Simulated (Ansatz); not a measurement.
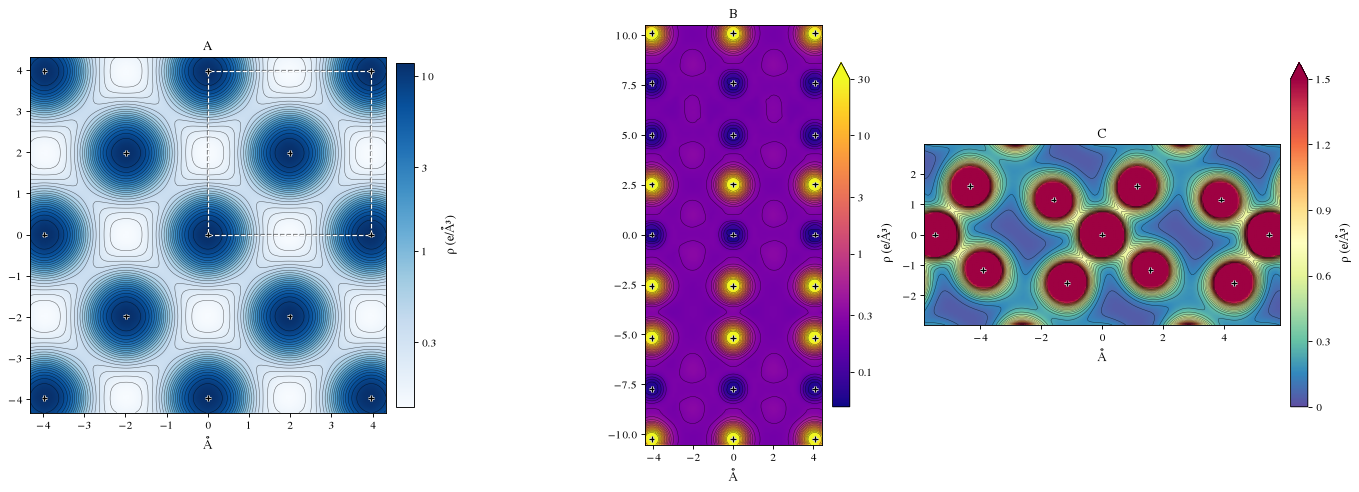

The valence charge density (pseudo) of 3 systems, each on a plane through atoms (crosses mark nuclei in the plane).

These are results of Ansatz, DFT PBE, scalar-relativistic, plane waves, PAW, not measurements.

System 1: TiO2, the (111) plane of the conventional cell. Space group P4₂/mnm; computed without spin polarisation.

```yaml
crystal:
  lattice:
    - [4.56816, 0.00000, 0.00000]
    - [0.00000, 4.56816, 0.00000]
    - [0.00000, 0.00000, 3.06202]
  atoms:
    - { symbol: Ti, position: [0.00000, 0.00000, 0.00000] }
    - { symbol: Ti, position: [0.50000, 0.50000, 0.50000] }
    - { symbol: O, position: [0.30511, 0.30511, 0.00000] }
    - { symbol: O, position: [0.19489, 0.80511, 0.50000] }
    - { symbol: O, position: [0.69489, 0.69489, 0.00000] }
    - { symbol: O, position: [0.80511, 0.19489, 0.50000] }
```

System 2: AlNi (interface cell), the (100) plane of the calculation cell. Computed without spin polarisation.

System 3: Pt, the (001) plane of the conventional cell. Space group Fm-3m.

```
Pt
1.0
     3.97025    0.00000    0.00000
     0.00000    3.97025    0.00000
     0.00000    0.00000    3.97025
Pt
4
Direct
  0.00000 0.00000 0.00000
  0.50000 0.50000 0.00000
  0.50000 0.00000 0.50000
  0.00000 0.50000 0.50000
```

Match each panel to its system.

Panel A is system 3, Pt: the plane holds Pt. Pt–Pt (2.81 Å): the density is about 0.35 e/Å³ at the midpoint. Panel B is system 2, AlNi: the plane holds Al and Ni. Al–Al (2.60 Å): ρ at the midpoint is about 0.23 e/Å³. Panel C is system 1, TiO2: the plane holds Ti and O. Ti–O (1.98 Å): ρ at the midpoint is about 0.67 e/Å³.
